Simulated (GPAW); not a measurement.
# A GW chain in GPAW: AlN (honeycomb monolayer)

Wanted: ground state, empty states, screening and self-energy for AlN (honeycomb monolayer).

Program: GPAW 26.7.0. Level of theory: LDA and many-body steps on it, plane waves. Results are calculated unless marked as measured.

## (1) Starting point

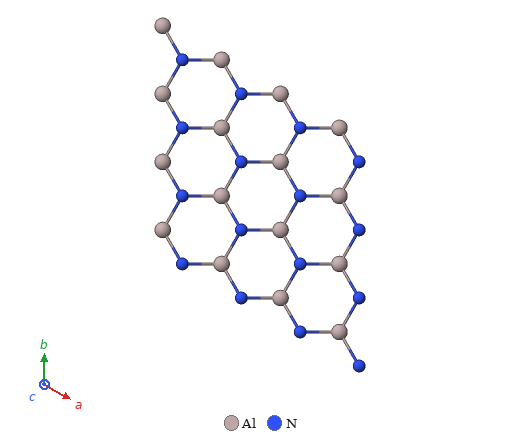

Start, viewed from above; aluminium light grey, nitrogen blue. 4×4×1 cells are drawn.

The cell holds 2 atoms: 1 Al and 1 N. Its edges and angles: a = 2.919 Å, b = 2.919 Å, c = 11.400 Å, α = 90.0°, β = 90.0°, γ = 120.0°. Vacuum lies along c.

The start is a generated structure, not a measured one.

## (2) Relaxation

This step: GPAW 26.7.0; DFT, LDA, plane waves, PAW.

A relaxation at this level of theory: leftover forces would pass straight into the levels.

Input file run.py:

```python
import json
import numpy as np
from gpaw.mpi import world
from ase import Atoms
from ase.constraints import FixSymmetry
from ase.filters import FrechetCellFilter
from ase.optimize import BFGS
from gpaw import GPAW, PW, FermiDirac

atoms = Atoms(['Al', 'N'],
    cell=[[2.9192576153, 0.0000000000, 0.0000000000],
      [-1.4596288076, 2.5281512550, 0.0000000000],
      [0.0000000000, 0.0000000000, 11.4000000000]],
    scaled_positions=[[0.3333333333, 0.6666666667, 0.4824561404],
      [0.6666666667, 0.3333333333, 0.5175438596]],
    pbc=(True, True, False))
atoms.set_constraint(FixSymmetry(atoms))
atoms.calc = GPAW(mode=PW(700),
    xc='LDA',
    kpts={'size': (9, 9, 1), 'gamma': True},
    occupations=FermiDirac(0.02),
    convergence={'density': 1e-5},
    txt='relax.txt')
steps = []
opt = BFGS(FrechetCellFilter(atoms, mask=[1, 1, 0, 0, 0, 1]), logfile='bfgs.log')
opt.attach(lambda: steps.append([atoms.get_potential_energy(), atoms.cell[:], atoms.positions.copy(), atoms.get_forces()]))
converged = opt.run(fmax=0.03, steps=50)
res = {'converged': bool(converged), 'steps': steps, 'cell': atoms.cell[:], 'frac': atoms.get_scaled_positions()}

if world.rank == 0:
    with open('result.json', 'w') as f:
        json.dump(res, f, default=lambda x: x.tolist())
```

Started as:

```sh
$ mpirun -n 16 gpaw python run.py
```

Numbers of over 12 decimals in the logs are rounded to 6 here.

What it wrote:

```text
Step     Time          Energy          fmax
BFGS:    0       -14.341400        2.807375
BFGS:    1       -14.614108        1.719230
BFGS:    2       -15.000470        0.982302
BFGS:    3       -15.038250        0.768067
BFGS:    4       -15.096492        0.039775
BFGS:    5       -15.096791        0.010538
```

Run time: 8.4 s. Hardware: 16 MPI ranks of Arm Neoverse V2, shared host; peak memory 2.6 GiB.

Step by step:

```tsv
step	energy less that of the first step (eV)	largest force (eV/Å)
1	0.0000	1.6290
2	-0.2727	1.6953
3	-0.6591	0.9823
4	-0.6968	0.7681
5	-0.7551	0.0398
6	-0.7554	0.0024
```

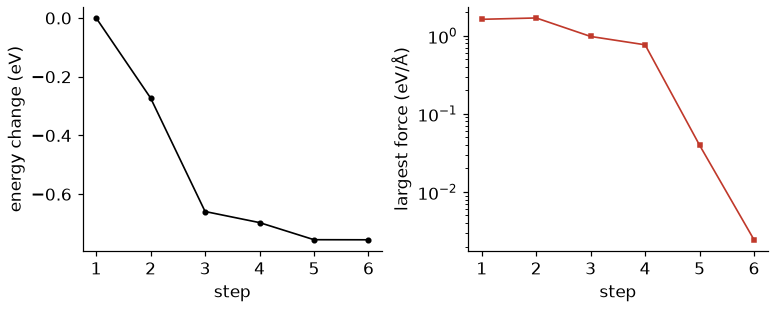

Energy and largest force along the relaxation.

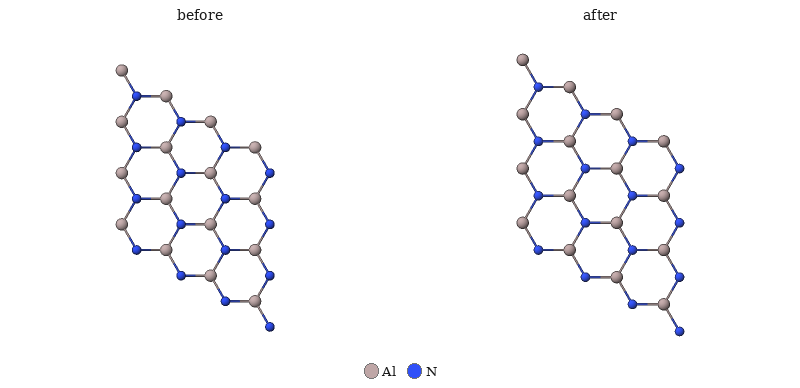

Before and after, at one scale.

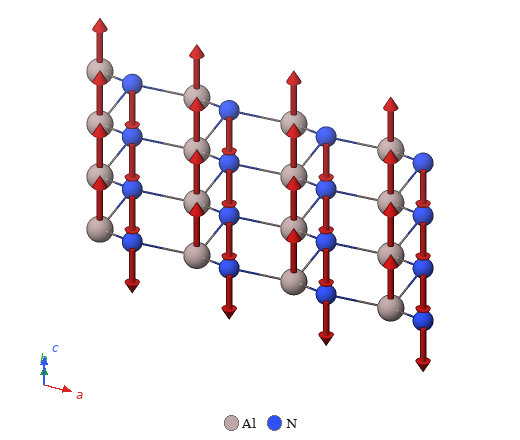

Displacements in the relaxation, exaggerated; the longest in the cell stands for 0.20 Å. 4×4×1 cells are drawn.

The atoms that moved most (Å):

```tsv
atom	dx	dy	dz	length
Al1	0.000	0.000	0.200	0.200
N2	0.000	0.000	-0.200	0.200
```

Final coordinates:

```xyz
2
Lattice="3.0918 0.0000 0.0000 -1.5459 2.6776 0.0000 0.0000 0.0000 11.4000" Properties=species:S:1:pos:R:3
Al    0.0000    1.7851    5.7001
N     1.5459    0.8925    5.6997
```

## (3) Ground state

The ground-state density comes first.

Input file run.py:

```python
import json
import numpy as np
from gpaw.mpi import world
from ase import Atoms
from gpaw import GPAW, PW, FermiDirac

atoms = Atoms(['Al', 'N'],
    cell=[[3.0918152406, 0.0000000000, 0.0000000000],
      [-1.5459076203, 2.6775905422, 0.0000000000],
      [0.0000000000, 0.0000000000, 11.4000000000]],
    scaled_positions=[[0.3333333333, 0.6666666667, 0.5000000000],
      [0.6666666667, 0.3333333333, 0.5000000000]],
    pbc=(True, True, False))
calc = GPAW(mode=PW(600),
    xc='LDA',
    kpts={'size': (12, 12, 1), 'gamma': True},
    occupations=FermiDirac(0.001),
    nbands=-7,
    convergence={'density': 1e-6, 'bands': -3},
    maxiter=100,
    txt='gs.txt')
atoms.calc = calc
res = {'energy': atoms.get_potential_energy()}
kpts = calc.get_ibz_k_points()
res['kpts'] = kpts
res['eigenvalues'] = [calc.get_eigenvalues(kpt=k) for k in range(len(kpts))]
res['n_electrons'] = calc.get_number_of_electrons()
calc.write('gs.gpw')

if world.rank == 0:
    with open('result.json', 'w') as f:
        json.dump(res, f, default=lambda x: x.tolist())
```

Started as:

```sh
$ mpirun -n 16 gpaw python run.py
```

What it wrote:

```text
__  _  _
 | _ |_)|_||  |
 |__||  | ||/\| - 26.7.0

Input parameters:
  mode=PW(ecut=600.0),
  convergence={'density': 1e-06, 'bands': -3},
  kpts=MonkhorstPack(size=(12, 12, 1), gamma=True),
  maxiter=100,
  nbands=-7,
  occupations=Occupations(name='fermi-dirac', width=0.001, fixmagmom=False),
  xc=XC(name='LDA')
  [... matrices ...]
Diagonalizing LCAO Hamiltonian
Converting LCAO to pw mode

        Al N

Atoms  # Å, Bohr magnetons
|   | symbol |         x |        y |        z |    initial magnetic moments |
| 0 |     Al | -0.000000 | 1.785060 | 5.700000 | ( 0.0000,  0.0000,  0.0000) |
| 1 |      N |  1.545908 | 0.892530 | 5.700000 | ( 0.0000,  0.0000,  0.0000) |

Unit cell  # Å
| periodic |         x |        y |         z |   lengths |     angles |
|      yes |  3.091815 | 0.000000 |  0.000000 |  3.091815 |  90.000000 |
|      yes | -1.545908 | 2.677591 |  0.000000 |  3.091815 |  90.000000 |
|       no |  0.000000 | 0.000000 | 11.400000 | 11.400000 | 120.000000 |

Number of symmetries: 12
Symmetry operations  # r_c * U_cc + t_c -> r_c
|    | kind |            matrix            |
|  0 |  σ   |  1, 1, 0,  0,-1, 0,  0, 0, 1 |
|  1 |  C2  |  1, 1, 0,  0,-1, 0,  0, 0,-1 |
|  2 |  E   |  1, 0, 0,  0, 1, 0,  0, 0, 1 |
|  3 |  σ   |  1, 0, 0,  0, 1, 0,  0, 0,-1 |
|  4 |  C3  |  0, 1, 0, -1,-1, 0,  0, 0, 1 |
|  5 |  S3  |  0, 1, 0, -1,-1, 0,  0, 0,-1 |
|  6 |  σ   |  0,-1, 0, -1, 0, 0,  0, 0, 1 |
|  7 |  C2  |  0,-1, 0, -1, 0, 0,  0, 0,-1 |
|  8 |  σ   | -1, 0, 0,  1, 1, 0,  0, 0, 1 |
|  9 |  C2  | -1, 0, 0,  1, 1, 0,  0, 0,-1 |
| 10 |  C3  | -1,-1, 0,  1, 0, 0,  0, 0, 1 |
| 11 |  S3  | -1,-1, 0,  1, 0, 0,  0, 0,-1 |

BZ-sampling:
  Number of BZ points: 144
  Number of IBZ points: 19

  Monkhorst-Pack size: [12, 12, 1]
  Monkhorst-Pack shift: [0.041667, 0.041667, 0.0]

K-points  # in reciprocal-cell coordinates
|     |                                coordinates |     weight |
|   0 | ( -0.00000000,  -0.00000000,   0.00000000) | 0.00694444 |
|   1 | (  0.08333333,  -0.00000000,   0.00000000) | 0.04166667 |
|   2 | (  0.16666667,  -0.08333333,   0.00000000) | 0.04166667 |
|   3 | (  0.16666667,  -0.00000000,   0.00000000) | 0.04166667 |
|   4 | (  0.25000000,  -0.08333333,   0.00000000) | 0.08333333 |
|   5 | (  0.25000000,  -0.00000000,   0.00000000) | 0.04166667 |
|   6 | (  0.33333333,  -0.16666667,   0.00000000) | 0.04166667 |
|   7 | (  0.33333333,  -0.08333333,   0.00000000) | 0.08333333 |
|   8 | (  0.33333333,  -0.00000000,   0.00000000) | 0.04166667 |
|   9 | (  0.33333333,   0.33333333,   0.00000000) | 0.01388889 |
| ... |                                            |            |
|  18 | (  0.50000000,   0.50000000,   0.00000000) | 0.02083333 |

Plane wave coefficients: 3165
Cutoff: 600.0 eV

Spin-components: 1 (collinear spins)
Bands:           11
Projectors:      10
Spin-degeneracy: 2
Datatype:        complex128

  Storage: CPU
  Wave functions: 10_583_760 bytes (661_485 per core)
  Projectors: 20_205_360 bytes (1_262_835 per core)
  [... matrices ...]
Parallelization:
  kpt:    4
  domain: 4
  band:   1

Density:
  Valence electrons: 8.0
  Components: 1
  Grid points: [18 18 70]
  Charge: 0.0  # |e|

Potential:
  Grid points: [18 18 70]

species:
  Al:
    name:    Aluminium
    Z:       13.0
    valence: 3
    core:    10
    charge:  0.0  # [|e|]
    compensation charges:
      type: gauss
      rc: 0.34  # [Å]
      lmax: 2
    cutoffs:
      filter: 1.91  # [Å]
      core: 2.36  # [Å]
    projectors
    | kind |    occ | energy [eV] | rcut [Å] |
    |   3s |  2.000 |      -7.830 |    1.085 |
    |   3p |  1.000 |      -2.783 |    1.085 |
    |    s |        |      19.382 |    1.085 |
    |    p |        |      24.428 |    1.085 |
    |    d |        |       0.000 |    1.085 |

    Using partial waves for Al as LCAO basis

  N:
    name:    Nitrogen
    Z:       7.0
    valence: 5
    core:    2
    charge:  0.0  # [|e|]
    compensation charges:
      type: gauss
      rc: 0.18  # [Å]
      lmax: 2
    cutoffs:
      filter: 1.11  # [Å]
      core: 0.96  # [Å]
    projectors
    | kind |    occ | energy [eV] | rcut [Å] |
    |   2s |  2.000 |     -18.420 |    0.603 |
    |   2p |  3.000 |      -7.237 |    0.529 |
    |    s |        |       8.791 |    0.603 |
    |    p |        |      19.974 |    0.529 |
    |    d |        |       0.000 |    0.577 |

    Using partial waves for N as LCAO basis

Reference energy: -8049.295751  # eV

eigensolver:
  PPCG
  Converge bands: -3
  niter=2

density mixing:
  MSR1-Mixer
  Pratt-step length: 0.05
  Maximum mixing coefficient: 0.75
  Old densities: 10
  SVD Regularization: 0.005
  Good broyden scale: 1.0
  Trust region scale: 1.0
  Backstep threshold: 4.0
  History deletion threshold: 6.0
  Fourier metric: weight=20.0, sigma=0.015

occupation numbers:
  Fermi-Dirac:
    width: 0.0010  # eV

poisson solver:
  ecut: 4800.0  # eV

xc functional:
  name: None

Initialization done in: 0.571 s

convergence criteria:
- Maximum integral of absolute [dens]ity change: 1e-06 electrons / valence electron
- Maximum [total energy] change in last 3 cyles: 0.0005 eV / valence electron
- Maximum integral of absolute [eigenst]ate change: 4e-08 eV^2 / valence electron
maximum number of iterations: 100

SCF iterations
|iter     |     time |      energy | eigst |  dens |
|iter:   1|  |  -18.340643 | +1.00 |       |
|iter:   2|  |  -17.460017 | +0.72 | -0.47 |
|iter:   3|  |  -14.992486 | +0.30 | -0.52 |
|iter:   4|  |  -14.962104 | -0.93 | -1.16 |
|iter:   5|  |  -14.955135 | -2.05 | -1.43 |
|iter:   6|  |  -14.955074 | -3.73 | -2.45 |
|iter:   7|  |  -14.955085c| -4.85 | -2.88 |
|iter:   8|  |  -14.955085c| -6.24 | -3.81 |
|iter:   9|  |  -14.955085c| -7.44c| -4.54 |
|iter:  10|  |  -14.955085c| -8.04c| -5.33 |
|iter:  11|  |  -14.955085c| -8.71c| -6.02c|

Converged in 11 steps
SCF loop duration: 1.285 s (0.117 s/step)
Energy contributions relative to reference atoms: (reference = -8049.295751)
  [... matrices ...]
Energy contributions:
  Kinetic:          18.180306
  Coulomb:         -15.875588
  Zero:             -0.016920
  External:          0.000000
  Xc:              -17.242883
  Entropy:          -0.000000
  Spinorbit:         0.000000
  ----------------------------
  Free energy:     -14.955085
  Extrapolated:    -14.955085

dipole moment: (-1.942774, 1.121661, -0.000002)  # |e|*Ang

Fermi level: -3.024
Eigenvalues  # (at kpt = [-0.000, -0.000, 0.000])
| band index |      eig [eV] | occ [0-2] |
|          0 |       -16.728 |     2.000 |
|          1 |        -5.470 |     2.000 |
|          2 |        -3.803 |     2.000 |
|          3 |        -3.803 |     2.000 |
|          4 |        -0.107 |     0.000 |
|          5 |         2.251 |     0.000 |
|          6 |         2.684 |     0.000 |
|          7 |         5.279 |     0.000 |
|          8 |         5.620 |     0.000 |
|          9 |         8.992 |     0.000 |
|         10 |         8.992 |     0.000 |

Gap: 3.003 eV
Transition (v -> c):
  (s=0, k=9, n=3, [0.33, 0.33, 0.00]) -> (s=0, k=0, n=4, [-0.00, -0.00, 0.00])
Direct/indirect transitions are different
Direct gap: 3.697 eV
Transition at: (s=0, k=0, n=3, [-0.00, -0.00, 0.00])
vacuum-level: 2.522  # V
# Writing to gs.gpw (mode='')
  [... matrices ...]
```

Run time: 3.4 s. Hardware: 16 MPI ranks; peak memory 2.2 GiB; 51 s of CPU time.

This step gave:

- total energy: -14.96 eV
- gap: 3.003 eV
- k of the valence top: 0.3333, 0.3333, 0
- k of the conduction bottom: 0, 0, 0
- least direct gap: 3.697 eV

The gap is indirect, with the least direct gap 0.69 eV higher.

## (4) Bands along the symmetry lines

Levels along a band path, at the cheap level, show where the edges lie and whether the meshes to come will hold them.

Input file run.py:

```python
import json
import numpy as np
from gpaw.mpi import world
from gpaw import GPAW

path = [[0.000000, 0.000000, 0.000000],
    [0.062500, 0.000000, 0.000000],
    [0.125000, 0.000000, 0.000000],
    [0.187500, 0.000000, 0.000000],
    [0.250000, 0.000000, 0.000000],
    [0.312500, 0.000000, 0.000000],
    [0.375000, 0.000000, 0.000000],
    [0.437500, 0.000000, 0.000000],
    [0.500000, 0.000000, 0.000000],
    [0.479167, 0.041667, 0.000000],
    [0.458333, 0.083333, 0.000000],
    [0.437500, 0.125000, 0.000000],
    [0.416667, 0.166667, 0.000000],
    [0.395833, 0.208333, 0.000000],
    [0.375000, 0.250000, 0.000000],
    [0.354167, 0.291667, 0.000000],
    [0.333333, 0.333333, 0.000000],
    [0.291667, 0.291667, 0.000000],
    [0.250000, 0.250000, 0.000000],
    [0.208333, 0.208333, 0.000000],
    [0.166667, 0.166667, 0.000000],
    [0.125000, 0.125000, 0.000000],
    [0.083333, 0.083333, 0.000000],
    [0.041667, 0.041667, 0.000000],
    [0.000000, 0.000000, 0.000000]]
calc = GPAW('gs.gpw').fixed_density(kpts=path,
    symmetry='off',
    nbands=14,
    convergence={'bands': 10},
    txt='bands.txt')
res = {}
kpts = calc.get_ibz_k_points()
res['kpts'] = kpts
res['eigenvalues'] = [calc.get_eigenvalues(kpt=k) for k in range(len(kpts))]
res['n_electrons'] = calc.get_number_of_electrons()

if world.rank == 0:
    with open('result.json', 'w') as f:
        json.dump(res, f, default=lambda x: x.tolist())
```

Started as:

```sh
$ mpirun -n 16 gpaw python run.py
```

What it wrote:

```text
Diagonalizing LCAO Hamiltonian
Converting LCAO to pw mode
convergence criteria:
- Maximum integral of absolute [eigenst]ate change: 4e-08 eV^2 / valence electron
maximum number of iterations: 100

SCF iterations
|iter     |     time |      energy | eigst |  dens |
|iter:   1|  |             | +2.04 |       |
|iter:   2|  |             | +1.18 |       |
|iter:   3|  |             | +0.18 |       |
[...]
|iter:   8|  |             | -6.22 |       |
|iter:   9|  |             | -7.23 |       |
|iter:  10|  |             | -8.06c|       |
SCF steps: 10
  __  _  _
 | _ |_)|_||  |
 |__||  | ||/\| - 26.7.0

Input parameters:
  mode=PW(ecut=600.0),
  convergence={'bands': 10},
  gpts=array([18, 18, 70]),
  kpts=KPoints(kpts=array([[0.      , 0.      , 0.      ],
         [0.0625  , 0.      , 0.      ],
         [0.125   , 0.      , 0.      ],
         [0.1875  , 0.      , 0.      ],
[...]
[0.479167, 0.041667, 0.      ],
         [0.458333, 0.083333, 0.      ],
[...]
[0.416667, 0.166667, 0.      ],
[...]
[0.25    , 0.25    , 0.      ],
[...]
[0.125   , 0.125   , 0.      ],
         [0.083333, 0.083333, 0.      ],
         [0.041667, 0.041667, 0.      ],
         [0.      , 0.      , 0.      ]])),
  maxiter=100,
  nbands=14,
  occupations=Occupations(name='fermi-dirac', width=0.001, fixmagmom=False),
  parallel={},
  symmetry=Symmetry(point_group=False, time_reversal=False),
  xc=XC(name='LDA')
  [... matrices ...]
timing:  # [seconds]
  Total: 0.024  # ━━━━━━━━━━━━━━━━━━━━━━━━━━━━━━━━━━━━━━━━━━━━━━━━━━━━━━━━━━━
```

Elapsed: 3.2 s, on 16 MPI ranks; peak memory 2.5 GiB; 50 s of CPU time.

Numbers from this step:

```
gap                        : 3.003 eV
k of the valence top       : 0.3333, 0.3333, 0
k of the conduction bottom : 0, 0, 0
least direct gap           : 3.697 eV
```

The gap is 3.003 eV, as in the run before at this level.

The electronic bands at the labelled points (eV, zero at the top of the highest filled band; v1 is the highest filled band, c1 the lowest empty one):

```tsv
point	v4	v3	v2	v1	c1	c2	c3	c4
Γ	-13.62	-2.36	-0.69	-0.69	3.00	5.36	5.79	8.39
M	-12.12	-4.93	-1.43	-0.31	5.29	6.24	8.40	9.87
K	-11.91	-3.86	-3.71	0.00	6.05	8.21	8.27	9.20
Γ	-13.62	-2.36	-0.69	-0.69	3.00	5.36	5.79	8.39
```

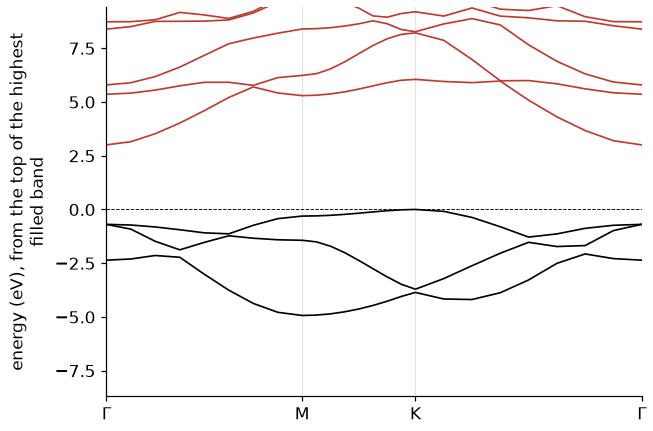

Electronic bands along the path; lines of filled and empty bands in two colours.

## (5) Empty states on the mesh, 12×12×1 mesh, 224 bands

The sums over transitions need many empty states on a uniform mesh; this step solves for them.

Input file run.py:

```python
import json
import numpy as np
from gpaw.mpi import world
from gpaw import GPAW

calc = GPAW('gs.gpw').fixed_density(kpts={'size': (12, 12, 1), 'gamma': True},
    nbands=261,
    convergence={'bands': 224},
    txt='nscf.txt')
calc.write('full.gpw', mode='all')
res = {}
kpts = calc.get_ibz_k_points()
res['kpts'] = kpts
res['eigenvalues'] = [calc.get_eigenvalues(kpt=k) for k in range(len(kpts))]
res['n_electrons'] = calc.get_number_of_electrons()

if world.rank == 0:
    with open('result.json', 'w') as f:
        json.dump(res, f, default=lambda x: x.tolist())
```

Started as:

```sh
$ mpirun -n 16 gpaw python run.py
```

What it wrote:

```text
Diagonalizing LCAO Hamiltonian
Converting LCAO to pw mode
convergence criteria:
- Maximum integral of absolute [eigenst]ate change: 4e-08 eV^2 / valence electron
maximum number of iterations: 100

SCF iterations
|iter     |     time |      energy | eigst |  dens |
|iter:   1|  |             | +5.11 |       |
|iter:   2|  |             | +3.93 |       |
|iter:   3|  |             | +2.80 |       |
[...]
|iter:  16|  |             | -6.91 |       |
|iter:  17|  |             | -7.14 |       |
|iter:  18|  |             | -7.43c|       |
SCF steps: 18
  __  _  _
 | _ |_)|_||  |
 |__||  | ||/\| - 26.7.0

Input parameters:
  mode=PW(ecut=600.0),
  convergence={'bands': 224},
  gpts=array([18, 18, 70]),
  kpts=MonkhorstPack(size=(12, 12, 1), gamma=True),
  maxiter=100,
  nbands=261,
  occupations=Occupations(name='fermi-dirac', width=0.001, fixmagmom=False),
  parallel={},
  xc=XC(name='LDA')
# Writing to full.gpw (mode='all')
  [... matrices ...]

timing:  # [seconds]
  Total: 0.181  # ━━━━━━━━━━━━━━━━━━━━━━━━━━━━━━━━━━━━━━━━━━━━━━━━━━━━━━━━━━━
```

Wall time 55 s (16 MPI ranks); peak memory 2.7 GiB.

This step gave:

```yaml
gap: 3.003 eV
k_of_the_valence_top: 0.3333, 0.3333, 0
k_of_the_conduction_bottom: 0, 0, 0
least_direct_gap: 3.697 eV
k_points_computed: 19
lowest_point_of_the_top_converged_band_above_the_valence_top: 96.0812 eV
```

On this mesh the gap is 3.003 eV.

(Continued in part 2 of 2.)

[Paths, hosts, dates, memory and timing lines, banners, echoed tables and standing remarks are left out of the program output.]

[Logs are printed without paths, hosts, clocks, repeated set-up lines and the standing remarks that a program may print on its own settings, such as how far it seeks lower states.]

[Runs of the session that timed out or met a known fault of the program may be left out.]

[Hosts, paths, dates, database ids (printed as entryN), source tags and the programs' standing remarks are cut or masked in the printed files.]
